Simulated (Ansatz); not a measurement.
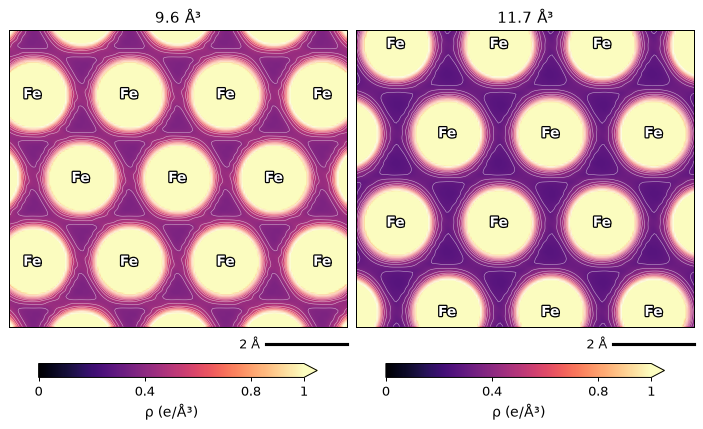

Fe. The valence electron density of cells scaled evenly to different volumes (given per atom above each panel), on the (001) plane of each (indices in the axes of the cell below), at one length scale and on one colour scale.

A generated structure, not necessarily the stable one; computed without spin polarisation.

Level of theory: Ansatz 0.2.0, DFT, revPBE, plane waves (420 eV) with PAW, scalar-relativistic.

The largest cell:

```yaml
crystal:
  lattice:
    - [2.55832, 0.00000, 0.00000]
    - [-1.27916, 2.21557, 0.00000]
    - [0.00000, 0.00000, 8.23532]
  atoms:
    - { symbol: Fe, position: [0.00000, 0.00000, 0.00000] }
    - { symbol: Fe, position: [0.00000, 0.00000, 0.50000] }
    - { symbol: Fe, position: [0.33333, 0.66667, 0.25000] }
    - { symbol: Fe, position: [0.66667, 0.33333, 0.75000] }
```

| volume (Å³/atom) | Fe–Fe contact in the plane (Å) | ρ at its midpoint (e/Å³) | 
| --- | --- | --- |
| 9.59 | 2.396 | 0.423 | 
| 10.42 | 2.463 | ? | 
| 11.67 | 2.558 | 0.320 | 

What values belong in the row with question marks?

Over the known rows ln ρ falls by 1.72 per Å of Fe–Fe distance (the line through the two), which gives 0.377 e/Å³ at 2.463 Å; the calculation gives 0.380 e/Å³.
